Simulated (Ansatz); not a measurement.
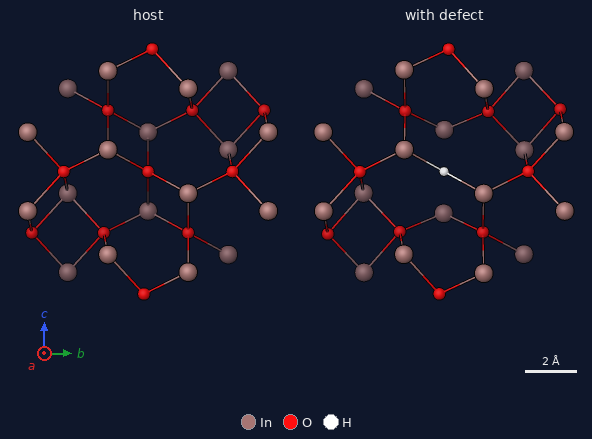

Left: perfect In₂O₃. Right: the same region with one point defect, after relaxing the atoms in a supercell of 40 sites. The picture is a ball-and-stick view of the atoms within 5.4 Å of one point, in a slice 3.4 Å thick across the line of sight, seen along the a axis.

Computed with DFT, PBE, plane-wave PAW, default files, scalar-relativistic in Ansatz 0.2.0. (plane-wave cutoff 420 eV; k-point mesh 3 × 3 × 3; occupations fermi dirac; smearing width 0.01 eV; collinear spin) The axes drawn are those of the host's conventional cell.

Q: Which defect is it?

A: An oxygen atom is replaced by hydrogen.

The charge state of the cell is 0.

Q: How does the lattice respond?

A: In the host the O atom has 4 In at 2.11 to 2.26 Å; the H atom ends with 2 In at 1.98 Å. Of the host's atoms, an indium atom moves furthest from its site, by 0.14 Å. The H atom itself moves 0.25 Å from where it was put. The cell ends without a net magnetic moment.

Limits of the set-up: the periodic images lie only 8.0 Å apart, so the values are limited by the cell's size.
